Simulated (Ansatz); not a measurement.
Co₃Si

```cif
data_structure
_symmetry_space_group_name_H-M 'P 1'
_symmetry_Int_Tables_number 1
_cell_length_a 4.8891
_cell_length_b 4.8891
_cell_length_c 3.9041
_cell_angle_alpha 90.000
_cell_angle_beta 90.000
_cell_angle_gamma 120.000
_cell_volume 80.82
loop_
_atom_site_label
_atom_site_type_symbol
_atom_site_fract_x
_atom_site_fract_y
_atom_site_fract_z
_atom_site_occupancy
Co1 Co 0.16642 0.33284 0.75000 1
Co2 Co 0.66716 0.83358 0.75000 1
Co3 Co 0.16642 0.83358 0.75000 1
Co4 Co 0.83358 0.66716 0.25000 1
Co5 Co 0.33284 0.16642 0.25000 1
Co6 Co 0.83358 0.16642 0.25000 1
Si1 Si 0.66667 0.33333 0.75000 1
Si2 Si 0.33333 0.66667 0.25000 1
```

Space group P6₃/mmc; a structure from a database of computed crystals, not necessarily the ambient phase; computed without spin polarisation.

Computed with DFT PBEsol, scalar-relativistic, plane waves, PAW (Ansatz).

**What can the converged valence pseudo-density and electron localisation function tell about the bonding?**

Co–Si (2.41 Å): ρ is about 0.41 e/Å³ halfway; the ELF peaks at about 0.60 in the valence shell of Si, 0.9 Å from its nucleus, and is about 0.40 at the midpoint.
Bader's partition of the density gives Co −0.16 and Si +0.49 e.

**Which way does charge flow, and how much by Bader's partition?**

Electrons move from Si towards Co. Bader charges: Co −0.16 and Si +0.49 e.

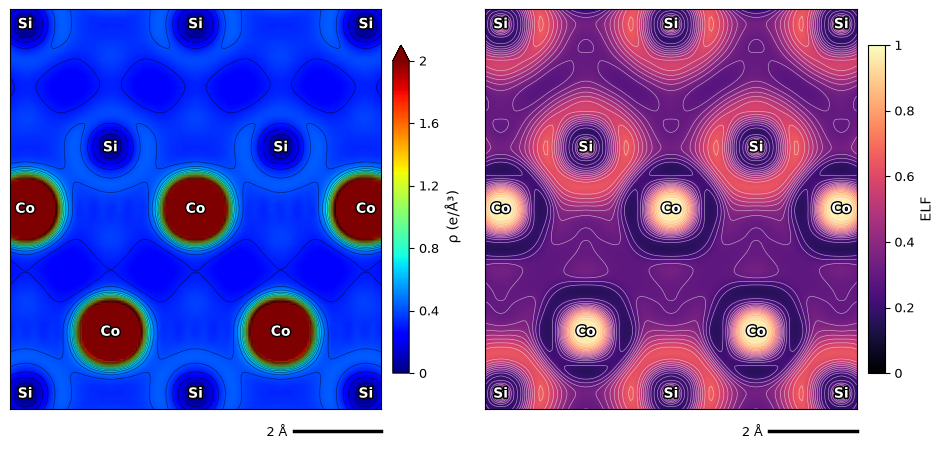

Computed valence pseudo-density and electron localisation function on the (110) plane of the conventional cell, in this order. 

In a PAW calculation such maps are meaningful between the atoms, not at the nuclei.
